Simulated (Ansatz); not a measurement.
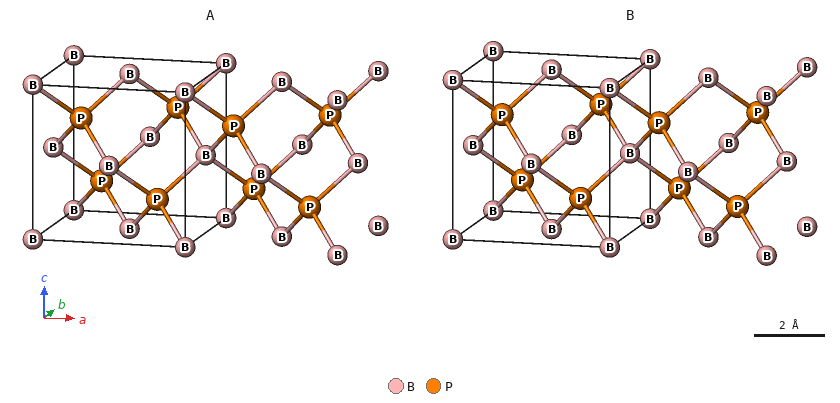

Two geometries of solid BP (built on the zincblende type) at its r2SCAN-relaxed geometry: one is the relaxed structure, the other was perturbed away from it. A ball-and-stick model of the conventional cell (4 times the calculation's cell), repeated 2 × 1 × 1 with one cell outlined, seen slightly off an axis. Lengths and directions refer to the drawn axes.

Theory: DFT, r2SCAN, plane waves, PAW in Ansatz. (plane-wave cutoff 500 eV; k-point mesh 10 × 10 × 10; occupations fixed; no spin polarisation)

Question: Which is the distorted one, and what does the distortion cost?

Answer: Structure B is the perturbed one. The cell is strained by −1.2 % along b and +3.0 % across it (volume +4.8 %). The atoms and the free axis were relaxed with r2SCAN under that strain, and this is a single point on that geometry. It costs 25.0 meV per atom. The pressure goes from 0.0 to −7.3 GPa. The principal stresses (compression positive) are 0.0 GPa along b and −10.9 GPa across it. All forces vanish by symmetry. Among the bonded contacts that change: B–P 1.964 → 1.996 Å. The space group (tolerance 0.01 Å) goes from F-43m (No. 216) to I-4m2 (No. 119).
